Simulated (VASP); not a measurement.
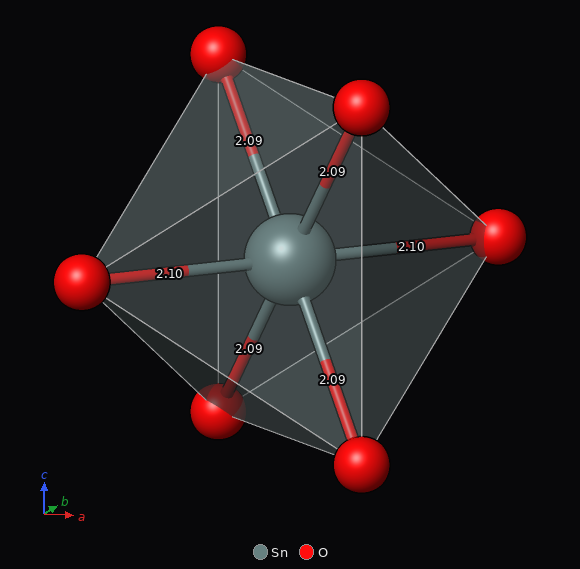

The SnO6 unit about Sn in SnO2. Origin: a cell listed in the Materials Project, as set up for an electronic-structure calculation.

SnO2, space group Pnnm (No. 58), a = 4.788 Å, b = 4.867 Å, c = 3.241 Å, α = 90.00°, β = 90.00°, γ = 90.00°

```json
{"site": "Sn", "Wyckoff": "2a", "x": "0.0000", "y": "0.0000", "z": "0.0000"}
{"site": "O", "Wyckoff": "4g", "x": "0.7081", "y": "0.6790", "z": "0.0000"}
```

Give the distortion indices.

It is closest to the octahedron.

```csv
measure,value
mean bond length,2.094 Å
bond-length distortion index (Baur),0.001
effective coordination number (Hoppe),6.00
shape measure against the octahedron,0.67
shape measure against the trigonal prism,15.94
centre off the ligands' centroid by,0.00 Å
polyhedral volume,11.99 Å³
quadratic elongation,1.014
bond-angle variance,48.4 deg²
```
